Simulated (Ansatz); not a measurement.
# Single-point calculation, with input and output: In5P4

- system: In5P4 (slab, 9 atoms in the cell)
- method: DFT PBE, scalar-relativistic, plane waves, PAW, no spin polarisation (Ansatz 0.2.0)

The structure derives from an entry of the Crystallography Open Database. It belongs to a series of runs on one base structure; here: repeats removed: -1. Figures and captions count atoms from 1; the log counts them from 0 in places.

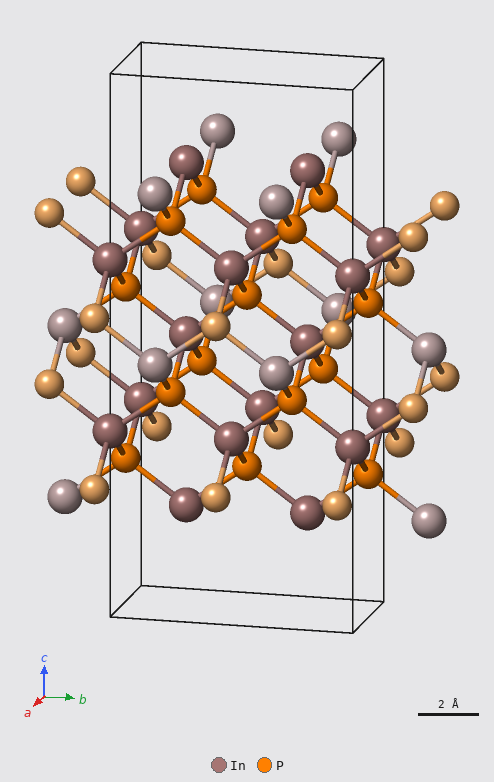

The structure (ball-and-stick view of the 1 × 2 repeat of the cell, with the vacuum cut short, seen slightly off an axis; neighbours outside the cell are drawn fainter). An atom can appear more than once, as a periodic image.

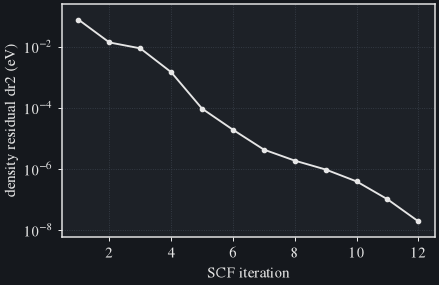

Convergence of the self-consistent field: density residual dr2 against the SCF iteration. The residual falls at every step.

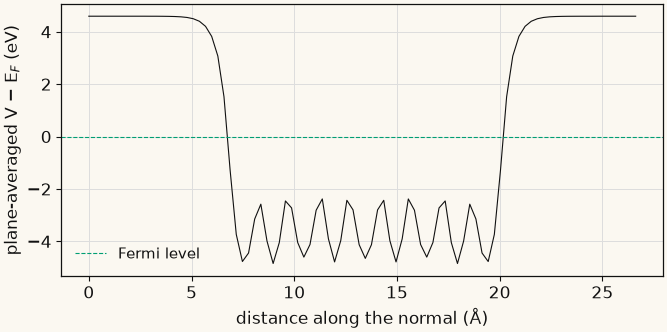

Plane average of the electrostatic potential energy of an electron across the cell, from the Fermi level. The vacuum level lies 4.59 eV above the Fermi level.

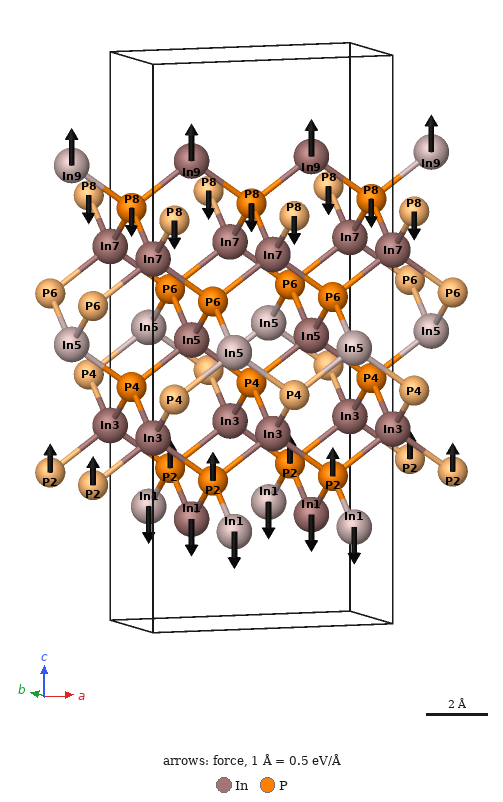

Forces on the atoms as black arrows (ball-and-stick view of the 2 × 1 repeat of the cell, with the vacuum cut short, seen slightly off an axis; neighbours outside the cell are drawn fainter; atoms are numbered from 1 in the order of the input); the smallest are left out. The largest act on In1, In9 (0.63 eV/Å); P2, P8 (0.48 eV/Å). The geometry is not a stationary point of this energy.

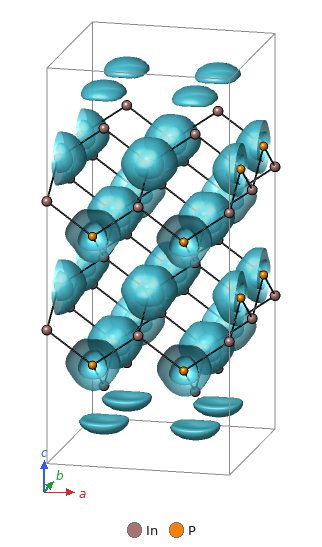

Isosurface of the ELF at 0.7 (cyan), seen slightly off an axis. Only the valence region is drawn (cores and ρ < 0.01 e/Å³ removed). Sticks mark near contacts. Values along the shortest contacts: In–P (2.58 Å): the ELF is about 0.50 at the midpoint. In a PAW calculation such maps are meaningful between the atoms, not at the nuclei.

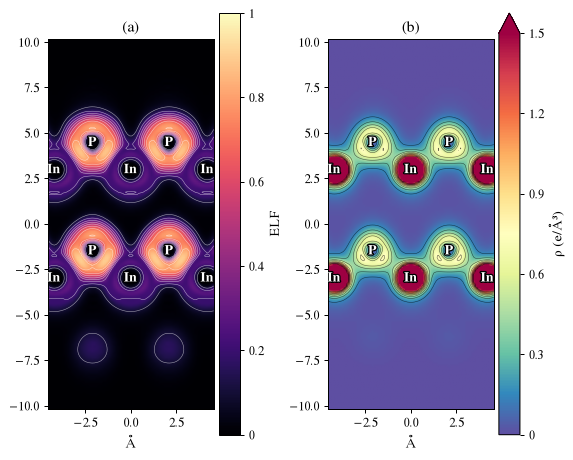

(a) electron localisation function; (b) valence electron density on the (100) plane of the calculation cell, a cut from vacuum to vacuum. In–P (2.58 Å): ρ is about 0.42 e/Å³ halfway; the ELF is about 0.55 at the midpoint. The density dies away to nearly zero in the vacuum.

The input that produced these results follows, with the program's output.

## Input file
```yaml
crystal:
  lattice:
    - [4.2144047889, 0.0, 0.0]
    - [0.0, 4.2144047889, 0.0]
    - [0.0, 0.0, 26.9201368196]
  atoms:
    - { symbol: In, position: [0.5, 0.5, 0.278601853] }
    - { symbol: P, position: [0.5, 0.0, 0.3339513897] }
    - { symbol: In, position: [0.0, 0.0, 0.3893009265] }
    - { symbol: P, position: [0.0, 0.5, 0.4446504632] }
    - { symbol: In, position: [0.5, 0.5, 0.5] }
    - { symbol: P, position: [0.5, 0.0, 0.5553495368] }
    - { symbol: In, position: [0.0, 0.0, 0.6106990735] }
    - { symbol: P, position: [0.0, 0.5, 0.6660486103] }
    - { symbol: In, position: [0.5, 0.5, 0.721398147] }
basis:
  ecutwfc: 420
kpoints:
  mp_grid: { grid: [8, 8, 1] }
hamiltonian:
  xc: pbe
scf:
  occupations: { method: gaussian, width: 0.05 }
output:
  forces: true
  stress: true
  eigenvalues: true
  write_density: true
  write_potential: true
  elf: true
  volumetric_format: npy
efield:
  axis: 3
  dipole_correction: true
  ramp_width: 0.04
```

Command:
```bash
ansatz run input.yaml --threads 1 --pin off --max-ram 2560MiB --backend cpu --events-out ev --progress --plain --runs-dir out
```

## Output
```
Engine: ansatz 0.2.0, x86_64-unknown-linux-gnu
Pseudopotentials: kind: paw
Pseudopotential: In, paw, valence charge 13, recommended cutoff 420 eV (normal), In.paw.azcp
Pseudopotential: P, paw, valence charge 5, recommended cutoff 420 eV (normal), P.paw.azcp
Functional definition: PBE
  parameter kappa = 0.804
  parameter beta = 0.06672455060314922
  exchange = pbe_x(kappa = kappa, mu = beta*pi^2/3)
  correlation = pbe_c(beta = beta)
Crystal: 9 atoms, lattice volume = 478.134 Å³
Basis set: ecut = 420 eV, 9213 PW (Γ), exchange–correlation on 60×60×360 points (8 copies of the dense FFT grid, shifted against one another)
Bands: 52, of which v1, the nominal top of the filled ones, is band 43 counted from 1 (42 counted from 0)
Symmetry: 4 space group operations
k-points: 25 of 64
Non-local potential: In, projectors of the file, l = 0: 2, l = 1: 2, l = 2: 2, l = 3: 2
Non-local potential: P, projectors of the file, l = 0: 2, l = 1: 2, l = 2: 2
PAW form: soft (Blöchl's): semilocal exchange-correlation on the pseudo side does not see the compensation charge
PAW one-centre angular grid: In, 590 points (default); XC on 64 Gauss nodes
PAW one-centre angular grid: P, 110 points (default); XC on 64 Gauss nodes
Initial density: superposition of atomic densities (neutral atoms: chi_scale 0, normalization atom), corrected by the library's trained network
Initial wavefunctions: pseudopotential atomic-orbital guess
Functional: x = pbe(κ = 0.804, μ = 0.2195149727645171), c = pbe(β = 0.06672455060314922)
SCF iter   1: F=—  HF=-31011.468487 eV  |F-HF|=—  |Δ(HF+E_count)|=         —  Δρ=2.04e-3  dr2=7.62e-2  ethr=1.77e-3  p=0.000 e·Å  D=5.60e-14 V/Å  ΔV_dip=-0.00 eV  dr2_dipole=7.92e-6  V_vac-E_F(+/−)=4.60/4.61 eV  ⟨swp⟩=9.7  Hψ=5968  notcnv=0  defer=25
efield: sawtooth ramp at fractional position 0.9800 (placed from the atoms, in the widest stretch of the axis that holds none; the zero of the levels goes with the place), width 0.0400; the density the first Hamiltonian is built on has a dipole p = 0.000 e·Å; the dipole correction subtracts the counter field D = 5.60e-14 V/Å, which shifts the + side's vacuum level by -0.00 eV against the − side's; the planar-averaged density in the ramp window peaks in size at 1.9e-5 e/Å³
preconditioner: auto → LDOS  [metal: Δε(μ)=0.027 eV  Ē_g=12.991 eV  σ=0.050 eV  W_gap=0.29  n_scr=68 (ndim 8)  ℏωp=15.7 eV  f_vac=0.437  D(μ)=10.94/eV (n_scr^D=60)  β→1.0]
SCF iter   2: F=—  HF=-31011.459571 eV  |F-HF|=—  |Δ(HF+E_count)|=   8.92e-3  Δρ=1.03e-3  dr2=1.37e-2  ethr=8.96e-5  p=-0.000 e·Å  D=-2.23e-6 V/Å  ΔV_dip=0.00 eV  dr2_dipole=5.50e-6  V_vac-E_F(+/−)=4.60/4.60 eV  ⟨swp⟩=3.4  Hψ=2952  notcnv=0  defer=66
SCF iter   3: F=—  HF=-31011.458948 eV  |F-HF|=—  |Δ(HF+E_count)|=   6.23e-4  Δρ=4.86e-4  dr2=8.79e-3  ethr=1.61e-5  p=0.000 e·Å  D=3.49e-7 V/Å  ΔV_dip=-0.00 eV  dr2_dipole=2.31e-7  V_vac-E_F(+/−)=4.59/4.59 eV  ⟨swp⟩=2.0  Hψ=2249  notcnv=0  defer=66
SCF iter   4: F=—  HF=-31011.458214 eV  |F-HF|=—  |Δ(HF+E_count)|=   7.34e-4  Δρ=2.34e-4  dr2=1.46e-3  ethr=1.03e-5  p=0.000 e·Å  D=1.08e-6 V/Å  ΔV_dip=-0.00 eV  dr2_dipole=1.54e-8  V_vac-E_F(+/−)=4.59/4.59 eV  ⟨swp⟩=2.0  Hψ=1440  notcnv=0  defer=66
SCF iter   5: F=—  HF=-31011.458088 eV  |F-HF|=—  |Δ(HF+E_count)|=   1.26e-4  Δρ=9.43e-5  dr2=9.37e-5  ethr=1.72e-6  p=0.000 e·Å  D=4.58e-7 V/Å  ΔV_dip=-0.00 eV  dr2_dipole=8.17e-8  V_vac-E_F(+/−)=4.59/4.59 eV  ⟨swp⟩=2.0  Hψ=1448  notcnv=0  defer=66
SCF iter   6: F=—  HF=-31011.458029 eV  |F-HF|=—  |Δ(HF+E_count)|=   5.88e-5  Δρ=4.88e-5  dr2=1.91e-5  ethr=1.10e-7  p=-0.000 e·Å  D=-2.98e-7 V/Å  ΔV_dip=0.00 eV  dr2_dipole=8.79e-10  V_vac-E_F(+/−)=4.59/4.59 eV  ⟨swp⟩=2.0  Hψ=2345  notcnv=0  defer=66
SCF iter   7: F=—  HF=-31011.458029 eV  |F-HF|=—  |Δ(HF+E_count)|=   3.67e-7  Δρ=1.91e-5  dr2=4.29e-6  ethr=2.25e-8  p=-0.000 e·Å  D=-4.31e-7 V/Å  ΔV_dip=0.00 eV  dr2_dipole=1.31e-11  V_vac-E_F(+/−)=4.59/4.59 eV  ⟨swp⟩=2.0  Hψ=2297  notcnv=0  defer=66
SCF iter   8: F=—  HF=-31011.458030 eV  |F-HF|=—  |Δ(HF+E_count)|=   8.20e-7  Δρ=7.33e-6  dr2=1.87e-6  ethr=5.04e-9  p=-0.000 e·Å  D=-2.88e-7 V/Å  ΔV_dip=0.00 eV  dr2_dipole=3.89e-10  V_vac-E_F(+/−)=4.59/4.59 eV  ⟨swp⟩=2.0  Hψ=2005  notcnv=0  defer=66
SCF iter   9: F=—  HF=-31011.458030 eV  |F-HF|=—  |Δ(HF+E_count)|=   1.42e-7  Δρ=4.88e-6  dr2=9.57e-7  ethr=2.20e-9  p=-0.000 e·Å  D=-2.02e-7 V/Å  ΔV_dip=0.00 eV  dr2_dipole=8.86e-11  V_vac-E_F(+/−)=4.59/4.59 eV  ⟨swp⟩=2.0  Hψ=1274  notcnv=0  defer=66
SCF iter  10: F=—  HF=-31011.458030 eV  |F-HF|=—  |Δ(HF+E_count)|=   6.21e-8  Δρ=3.97e-6  dr2=3.91e-7  ethr=1.13e-9  p=-0.000 e·Å  D=-9.98e-8 V/Å  ΔV_dip=0.00 eV  dr2_dipole=7.71e-10  V_vac-E_F(+/−)=4.59/4.59 eV  ⟨swp⟩=2.4  Hψ=1585  notcnv=0  defer=66
SCF iter  11: F=—  HF=-31011.458030 eV  |F-HF|=—  |Δ(HF+E_count)|=   5.42e-8  Δρ=2.07e-6  dr2=1.02e-7  ethr=4.60e-10  p=-0.000 e·Å  D=-3.58e-8 V/Å  ΔV_dip=0.00 eV  dr2_dipole=5.59e-10  V_vac-E_F(+/−)=4.59/4.59 eV  ⟨swp⟩=3.0  Hψ=2326  notcnv=0  defer=66
SCF iter  12: F=-31011.458030 eV  HF=-31011.458030 eV  |F-HF|=4.97e-9  |Δ(HF+E_count)|=   1.55e-8  Δρ=1.06e-6  dr2=1.93e-8  ethr=1.18e-10  p=0.000 e·Å  D=1.98e-9 V/Å  ΔV_dip=-0.00 eV  dr2_dipole=2.98e-10  V_vac-E_F(+/−)=4.59/4.59 eV  ⟨swp⟩=20.4  Hψ=11119  notcnv=0
SCF 1 converged in 12 iterations: F = -31011.458030 eV  dr2 = 1.93e-8
  greatest PAW one-centre occupation: 0.983 electrons in one spin orbital (limit 2), on the In atom at site 8 (counted from 0), in its partial waves of l = 2
WARN: The output density's exchange-correlation potential varies sharply where the density is thin. Do not read a vacuum level from v_tot or v_xc, or from such a field of the output density. On a cell that repeats whose density bears no net charge and no dipole along the vacuum's axis use v_es (v_loc + v_h of the components); under efield.dipole_correction with no amplitude use v_es + v_field, which holds any external_charges[].barrier, or the levels of the report's work_function block, which leave it out; under a non-zero efield.amplitude the vacuum is tilted and has no level; on a cell that repeats and bears such a dipole with no correction it is tilted too, and efield.dipole_correction with no amplitude gives each side of its ramp a level where efield: is served; in a cell that repeats whose density bears a net charge (total_charge, or a fill off its count) it is curved and has none; of a slab under crystal.periodic whose density bears no net charge use v_es, which has a level on each side, short of where the two are joined; of another it falls or rises all the way out and has none; of a slab beside external_charges read slab_vacuum_level instead, which it has where they leave it neutral. The grid or the basis barely resolves most such structure, and the values can differ between equally converged runs; as a rule a tighter scf.convergence.dr2_threshold does not remove it. Where the density itself ripples (under the LDA too) a higher basis.ecutwfc lessens it. The files hold the spikes' plane waves up to the density's cutoff. Files: v_tot_of_output_density and the like, and their columns of v_z.tsv (output.write_potential); v_xc_of_output_density and the like, and their columns of v_comp_z.tsv (output.write_potential_components). Measured: with its Gaussian average of σ = 0.25 Å subtracted twice, the exchange-correlation potential is over 0.1 eV at 199 of the grid points where the equally averaged density (valence and model cores) is under 1e-3 e/Å³, and 0.331 eV at the most among them, at an averaged density of 4.4e-8 e/Å³. The input density's (outcome.potential() and, of a run that writes arrays, v_tot and v_xc) is over 0.1 eV, so measured, at 16 points of its own thin density, 0.147 eV at the most. See output.write_potential in the manual, Limitations
SCF converged after 12 iterations
Free energy (F): -31011.458030 eV
Harris-Foulkes:  -31011.458030 eV  (|F-HF|=4.97e-9)
Internal energy: -31011.443519 eV  (E = F + TS)
E sigma→0 (E₀):  -31011.450775 eV
Entropy (-TS):   -0.014510 eV (-1.612 meV/atom)
Fermi energy:    1.305068 eV
Dipole field:    D = 0.000015 V/Å  (p = 0.000040 e·Å, saw-weighted, corrected)
Work function:   Φ+ = 4.5935 eV   Φ− = 4.5939 eV
Levels:          The Fermi level and band energies are counted from a zero that moves with the ramp; work functions are not
--- Per-component energies (eV) ---
  E_band       = -769.017903
  E_kinetic    = 1487.242226
  E_local      = -45094.255705  (includes V_loc(G=0)·N_el)
  E_nonlocal   = 1970.793481
  E_hartree    = 21571.337655
  E_xc         = -1319.008596
  E_vxc        = -734.238147  (∫ρ·V_xc dr)
  E_paw        = -23048.524282  (= ΣΔE_a)
  E_vpaw       = -1541.257848  (= ΣTr[D̂ρ^β])
  E_aug_tail   = 0.000139  (compensation charges beyond the density's cutoff)
  E_efield     = 0.000000  (sawtooth field / dipole correction)
  E_vefield    = 0.000000  (∫n·V_field dr)
  E_ewald      = 13420.971565
  E_smearing   = -0.014510  (= −TS)
  E_closure    = -0.000000  (closes the sum)
  Σ components = -31011.458030   (vs F -31011.458030, Δ=0.00e0)
--- Forces (eV/Å), atoms counted from 1 ---
  atom   1  In     0.00000000     0.00000000    -0.62676164
  atom   2  P      0.00000000     0.00000000     0.48497255
  atom   3  In     0.00000000     0.00000000     0.11930994
  atom   4  P      0.00000000     0.00000000     0.01222973
  atom   5  In     0.00000000     0.00000000    -0.00000042
  atom   6  P      0.00000000     0.00000000    -0.01223001
  atom   7  In     0.00000000     0.00000000    -0.11931001
  atom   8  P      0.00000000     0.00000000    -0.48496578
  atom   9  In     0.00000000     0.00000000     0.62675337
  max |Σ_I F_I| component: 2.27e-6 eV/Å
--- Stress (GPa, compression-positive) ---
        0.349369       0.000000       0.000000
        0.000000       0.349374       0.000000
        0.000000       0.000000       0.800092
  P = ⅓ Tr σ = 0.4996 GPa (4.996 kbar)
--- Band table (eV; the first three rows and the last of 25) ---
  k-point 0: bands = ["-13.3387", "-13.3039", "-13.2267", "-13.1962", "-13.1962", "-13.1799", "-13.1799", "-13.1215", "-13.1215", "-13.1195", "-13.1140", "-13.0942", "-13.0923", "-13.0700", "-13.0672", "-13.0668", "-13.0339", "-12.9532", "-12.9532", "-12.9468", "-12.9468", "-12.9339", "-12.9339", "-12.8861", "-12.8860", "-10.1372", "-9.7125", "-9.0914", "-8.4430", "-4.4540", "-3.7654", "-2.6156", "-1.2484", "-1.1062", "-1.1062", "-0.6806", "-0.6806", "-0.0544", "-0.0544", "0.2539", "0.5909", "0.5909", "1.4368", "2.7370", "2.8355", "3.1267", "3.3221", "3.4911", "3.6046", "3.7991", "4.5209", "4.9441"]
  k-point 1: bands = ["-13.3325", "-13.3000", "-13.2294", "-13.2069", "-13.1941", "-13.1818", "-13.1800", "-13.1298", "-13.1244", "-13.1153", "-13.1103", "-13.0864", "-13.0849", "-13.0721", "-13.0679", "-13.0645", "-13.0362", "-12.9555", "-12.9531", "-12.9489", "-12.9483", "-12.9456", "-12.9334", "-12.8853", "-12.8783", "-10.0305", "-9.6170", "-9.0179", "-8.4051", "-4.4237", "-3.8010", "-2.8253", "-1.7574", "-1.4444", "-1.0196", "-0.9050", "-0.6835", "-0.6124", "-0.0203", "0.0051", "0.5738", "1.0990", "1.2447", "2.8242", "3.0728", "3.3125", "3.5501", "3.8633", "4.0051", "4.3183", "4.5714", "4.9178"]
  k-point 2: bands = ["-13.3189", "-13.2941", "-13.2468", "-13.2271", "-13.1885", "-13.1803", "-13.1771", "-13.1438", "-13.1321", "-13.1079", "-13.1011", "-13.0777", "-13.0704", "-13.0700", "-13.0685", "-13.0570", "-13.0416", "-12.9705", "-12.9608", "-12.9543", "-12.9522", "-12.9520", "-12.9323", "-12.8836", "-12.8615", "-9.7259", "-9.3528", "-8.8351", "-8.3506", "-4.4032", "-3.9997", "-3.3626", "-2.6635", "-2.0128", "-1.7585", "-0.8748", "-0.7749", "-0.4280", "-0.0362", "0.0542", "0.4953", "0.8979", "1.2621", "2.4954", "3.1309", "3.3336", "3.6379", "4.0056", "4.7517", "5.1323", "5.1376", "5.2256"]
  k-point 24: bands = ["-13.3448", "-13.3448", "-13.2998", "-13.2998", "-13.1298", "-13.1298", "-13.1283", "-13.1261", "-13.1127", "-13.1106", "-13.1004", "-13.0890", "-13.0841", "-13.0575", "-13.0337", "-13.0043", "-13.0041", "-12.9801", "-12.9801", "-12.9750", "-12.9750", "-12.9632", "-12.9632", "-12.8362", "-12.8362", "-8.1041", "-8.1041", "-8.0425", "-8.0425", "-4.6205", "-4.5658", "-4.5526", "-3.7565", "-3.7421", "-1.7339", "-1.6420", "-1.6420", "-1.5577", "-1.4390", "-1.3440", "-1.3440", "1.2470", "1.3344", "1.6245", "1.6245", "3.4582", "3.4957", "3.4957", "3.9911", "4.2899", "5.2113", "5.2113"]
```

## Key numbers

| quantity | value |
| --- | --- |
| outcome | converged |
| electrons treated | 85 |
| free energy | −31011.4580 eV |
| work function, top face | 4.59 eV |
| work function, bottom face | 4.59 eV |
| Fermi energy | 1.305 eV |
| gap on the k-point mesh | none (metallic) |
| work function (upper face) | 4.59 eV |
| largest force (length of the vector) | 0.627 eV/Å |
| hardware | 1 thread of AMD EPYC (Zen 5), 16 GiB of memory available, shared host |
| wall time | 33 s |
| peak memory | 0.84 GiB |

## Remarks

Warnings of the run: the exchange-correlation potential is rough where the density is thin.
